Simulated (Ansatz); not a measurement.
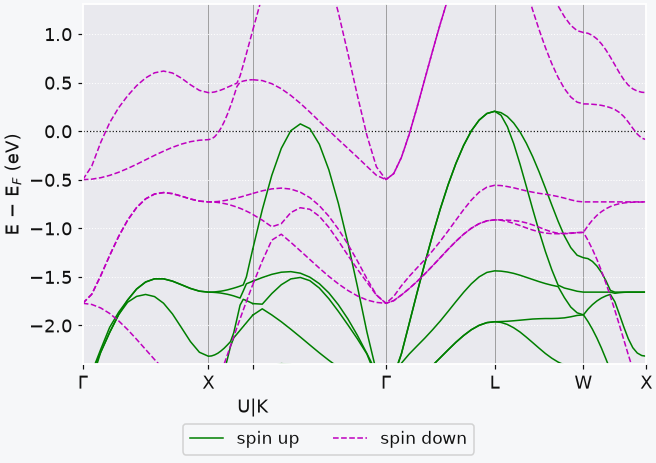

Band structure. Energies are counted from the Fermi level.

> What lattice type does the k path imply?

A face-centred cubic lattice: the path Γ–X–U|K–Γ–L–W–X runs through the special points of its Brillouin zone.

Structure: NiO, space group Fm-3m (No. 225), 2 atoms in the cell.

Ansatz 0.2.0; DFT PBE, scalar-relativistic, plane waves, PAW, spin-polarised, 18×18×18 k mesh, 420 eV cutoff, Gaussian smearing of 0.1 eV.

> Does this material conduct, going by its bands?

A metal: 2 spin-up and 2 spin-down bands cross the Fermi level along this path.

> Which levels at W lie nearest to the Fermi level?

At W the nearest levels lie 0.73 eV below and 0.28 eV above the Fermi level.
